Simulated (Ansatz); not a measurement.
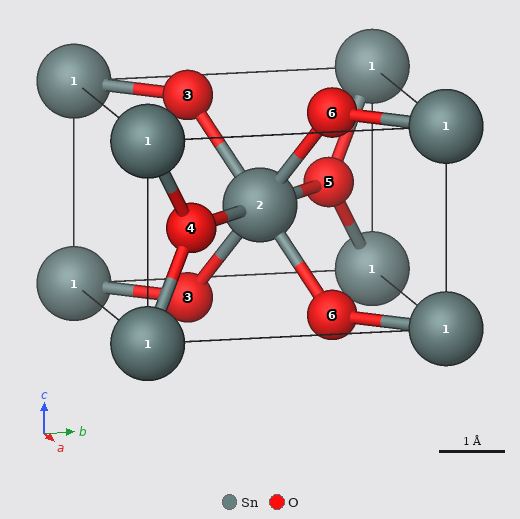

**Figure 1.** The structure as given in the input (ball-and-stick view of the cell of the calculation, seen slightly off an axis; atoms are numbered from 1 in the order of the input). An atom can appear more than once, as a periodic image.

# SnO₂: single-point calculation

The run: single-point calculation of SnO₂ (P4₂/mnm, 6 atoms in the cell). Method and program: DFT, r2SCAN, plane waves, PAW (Ansatz 0.2.0).

The structure was built on a prototype by a generator; it need not be a known phase.

Input file
```yaml
crystal:
  lattice:
    - [4.7602402987, 0.0, 0.0]
    - [0.0, 4.7602402987, 0.0]
    - [0.0, 0.0, 3.2007837667]
  atoms:
    - { symbol: SNx, position: [0.0, 0.0, 0.0] }
    - { symbol: Sn, position: [0.5, 0.5, 0.5] }
    - { symbol: O, position: [0.3059140393, 0.3059140393, 0.0] }
    - { symbol: O, position: [0.8059140393, 0.1940859607, 0.5] }
    - { symbol: O, position: [0.1940859607, 0.8059140393, 0.5] }
    - { symbol: O, position: [0.6940859607, 0.6940859607, 0.0] }
basis:
  ecutwfc: 500
  ecutrho_ratio: 4
kpoints:
  mp_grid: { grid: [6, 6, 10] }
hamiltonian:
  xc: r2scan
scf:
  occupations: { method: gaussian, width: 0.05 }
  max_iter: 60
output:
  forces: true
  stress: true
```

Machine: 4 threads of Intel Xeon (Sapphire Rapids), 32 GiB of memory available, shared host.

Command:
```bash
ansatz run input.yaml --threads 4 --pin off --max-ram 7168MiB --backend cpu --events-out ev --progress --plain --runs-dir out
```

What the program printed
```
Error: YAML parse error: error: line 7 column 17: `SNx` is not an element symbol (H … Og, case-exact)
 --> <input>:7:17
  |
5 |     - [0.0, 0.0, 3.2007837667]
6 |   atoms:
7 |     - { symbol: SNx, position: [0.0, 0.0, 0.0] }
  |                 ^ `SNx` is not an element symbol (H … Og, case-exact)
8 |     - { symbol: Sn, position: [0.5, 0.5, 0.5] }
9 |     - { symbol: O, position: [0.3059140393, 0.3059140393, 0.0] }
  |
```

What the run reported

| quantity | value |
| --- | --- |
| outcome | refused by the program |
| space group (tolerance 0.01 Å) | P4₂/mnm (136) |

What went wrong

A setting was made wrong on purpose: an unknown element (`crystal.atoms[0].symbol`). The program refused the input: “YAML parse error: error: line 7 column 17: `SNx` is not an element symbol (H … Og, case-exact) --> <input>:7:17 | 5 | - [0.0, 0.0, 3.2007837667] 6 | atoms: 7 | - { symbol: SNx, position: [0.0, 0.0, 0.0] } | ^ `SNx` is not an element symbol (H … Og, case-exact) 8 | - { symbol: Sn, position: [0.5, 0.5, 0.5] } 9 | - { …”
